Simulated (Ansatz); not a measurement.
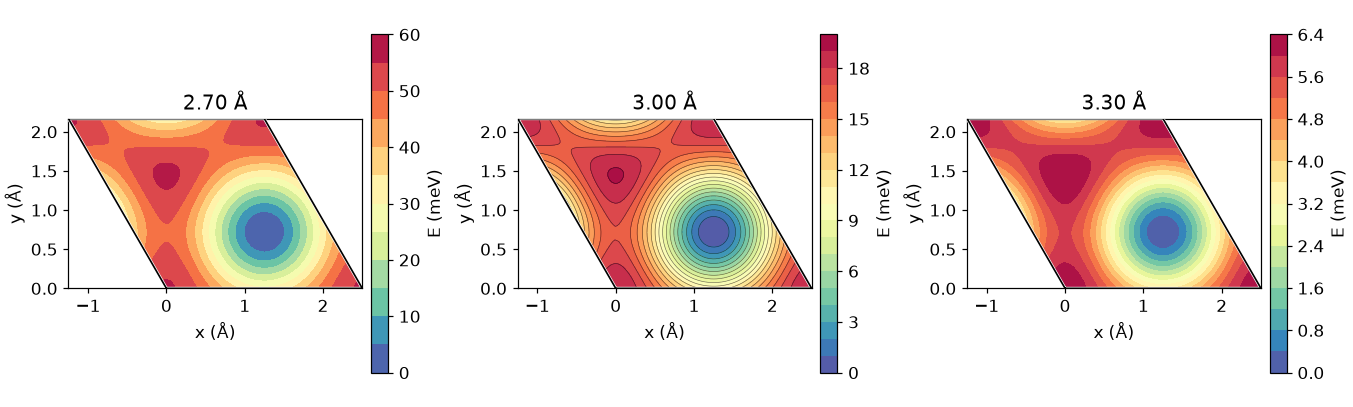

Three maps of one series, each from its own lowest grid point and on its own colour scale; the height changes from map to map. CO on a C(001) slab cut from the P6_3/mmc phase, its upper half relaxed before the scan (40 atoms of substrate and one adsorbate in a 2 × 2 cell). 
- CO (O end down) is moved over the surface cell at a fixed height above a rigid substrate; the origin of the map has the adsorbate above C33.
- Places are given modulo a cell vector. The map is drawn in real space over the plane of the surface.
- The scan uses a 6 × 6 grid.
- Places are given in fractions of the 1 × 1 surface cell.
- Energies are in meV, from the lowest grid point.
- At a fixed height the lowest place need not be the adsorption site.
- These are results of DFT PBE+D3(BJ), scalar-relativistic, plane waves, PAW in Ansatz 0.2.0, not measurements. Settings: cutoff 420 eV, k-mesh 6×6×1, gaussian smearing 0.05 eV, no spin polarisation.

The picture shows filled contours, the outline of one cell of the plane. Between grid points the surface is interpolated.

The span runs from the lowest to the highest grid point; passes are read from the interpolated surfaces.

| height | lowest grid point | span (meV) | easiest pass (meV) |
| --- | --- | --- | --- |
| 2.70 Å | a sixfold hollow | 56.1 | 50 |
| 3.00 Å | a sixfold hollow | 19.1 | 17 |
| 3.30 Å | a sixfold hollow | 6.4 | 5.6 |

> One more map of the series was computed, for the height 3.20 Å. What do you expect for it?

A straight line of ln(span) against the height through the 3 maps has the slope −3.6 per Å (a decay length of 0.28 Å) and gives 9.21 meV at 3.20 Å. The computed span is 9.23 meV, above the fit by 0 %. The lowest grid point is a sixfold hollow, as for 2.70 Å, 3.00 Å and 3.30 Å. The easiest pass out of the lowest well is about 8.2 meV.

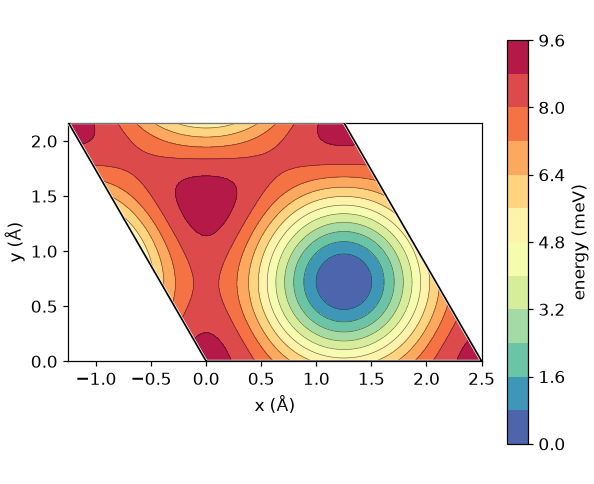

The map for 3.20 Å.

PAW datasets: the set soft_1.
